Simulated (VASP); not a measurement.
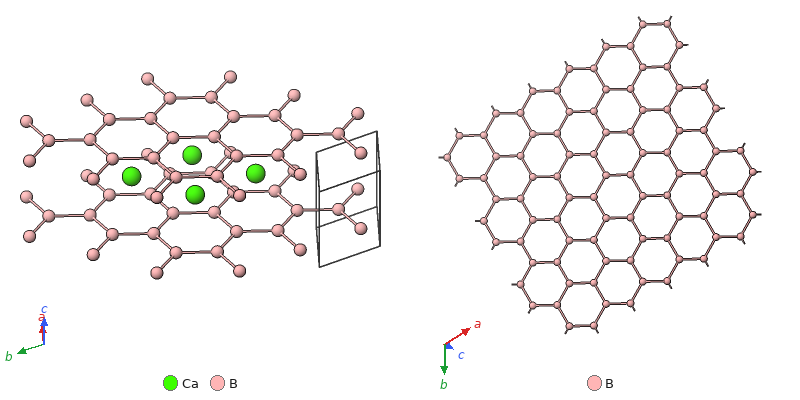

Left: the structure. Right: its underlying net. Nodes are coloured by element. One layer is drawn. Edges to nodes outside the piece are drawn as stubs.

CaB2 (space group P6/mmm, No. 191). Coordinates: a cell listed in the Materials Project, as set up for an electronic-structure calculation.

Bonds are taken as B–B below 2.1 Å; Ca is left out of the net, as the electropositive filling of the structure; no other contact counts. Atoms with one bond or none are removed and atoms with two bonds are replaced by edges, until no such atom is left.

The result is a uninodal 3-connected, two-periodic (layers) net: B is a 3-connected node. It is the hcb net, known from graphene. The layers lie parallel to (001).

| node | links | point symbol | coordination sequence |
| --- | --- | --- | --- |
| B | 3 | 6³ | 3 6 9 12 15 18 21 24 |
